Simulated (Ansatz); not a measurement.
**A Fermi-surface study of TiNi (space group Pm-3m, No. 221)**

Input

```yaml
crystal:
  lattice:
    - [2.98806613, 0.0, 0.0]
    - [0.0, 2.98806613, 0.0]
    - [0.0, 0.0, 2.98806613]
  atoms:
    - { symbol: Ti, position: [0.5, 0.5, 0.5] }
    - { symbol: Ni, position: [0.0, 0.0, 0.0] }
basis:
  ecutwfc: 420
kpoints:
  mp_grid: { grid: [14, 14, 14] }
hamiltonian:
  xc: pbesol
scf:
  occupations: { method: gaussian, width: 0.05 }
output:
  forces: true
  eigenvalues: true
  eigenstates:
    nscf_kmesh: { grid: [34, 34, 34] }
    top_band: c6
    de_dk: true
    localisation: true
  stress: true
checkpoint:
  write: ck
  compress: false
  write_wavefunctions: false
  write_every: 100000
```

Run with:

```sh
ansatz run input.yaml --threads 1 --pin off --max-ram 3072MiB --backend cpu --events-out ev --progress --plain --runs-dir out
```

Level of theory: DFT PBEsol, scalar-relativistic, plane waves, PAW; levels and slopes on a dense k mesh at the converged density in Ansatz. No spin polarisation. Mesh 34×34×34, interpolated with the band slopes. Cell and positions as given, without relaxation. The cell comes from a database of computed structures, not from a measurement.

## 1. The sheets

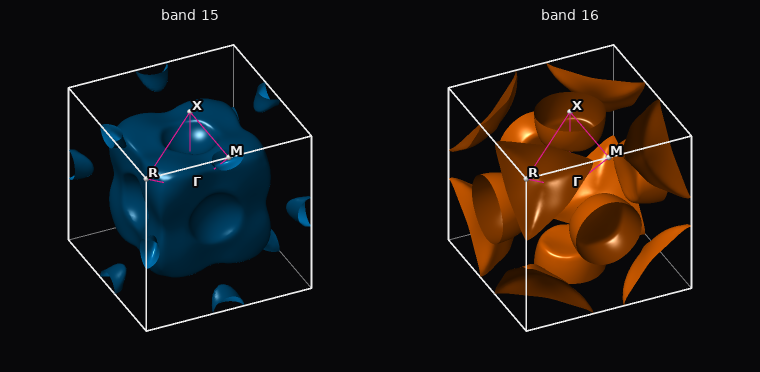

The figure shows the computed Fermi surface of this crystal. Each panel holds one band. The brighter face of a sheet looks towards empty states.

Question: What does each sheet look like, and where are the electron and hole pockets?

Answer: Two bands cross the Fermi level; this is a three-dimensional metal.

Band 15: one hole pocket centred at Γ (28 % of the zone) and three hole pockets centred at M (each 0.44 % of the zone).
Band 16: one electron pocket centred at R (19 % of the zone) and three electron pockets centred at X (each 3.4 % of the zone).
A pocket cut by a face of the zone is counted once with the part on the opposite face.
The shape of the surface of band 15 changes its kind within 0.06 eV of this level, so small parts may appear, vanish, join or separate.

Question: How large are the density of states and the plasma frequency?

Answer: The density of states at the Fermi level is 2.7 states/eV per primitive cell. The intraband plasma frequency is 5.8 eV in all directions.

## 2. Cuts and bands

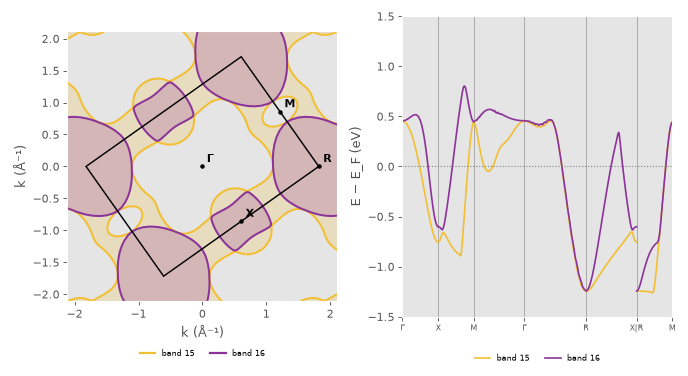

This crystal: cut through the Fermi surface in the plane through Γ, R and M, filled states shaded, and the bands that cross the Fermi level.

Question: Give each band's level at the labelled points, in eV from the Fermi level.

Answer:
```
   band      Γ      R      M      X
band 15  +0.46  −1.24  +0.45  −0.76
band 16  +0.46  −1.24  +0.45  −0.60
```

Negative values are filled states.

## 3. Speeds

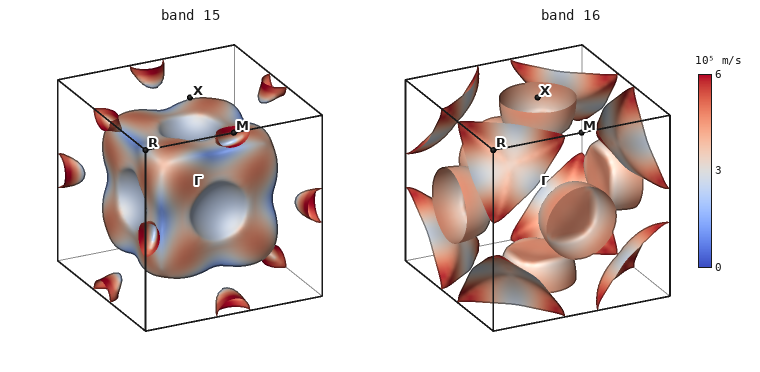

Fermi surface of this crystal, coloured by the Fermi speed.

Question: Give the range and mean of the Fermi speed for each band.

Answer: Band 15: 1.7 to 5.6 × 10⁵ m/s over most of the sheet, 3.2 × 10⁵ m/s on average over states. Band 16: 2.9 to 5.6 × 10⁵ m/s over most of the sheet, 3.9 × 10⁵ m/s on average over states.

A magnetic state wasn't tried and may lie lower. Necks and pockets thinner than about two mesh steps aren't resolved, so separate pockets may in truth be joined.

Cost: 23 s on 1 thread of Arm Neoverse V2, on a shared host, peak memory 0.55 GiB.
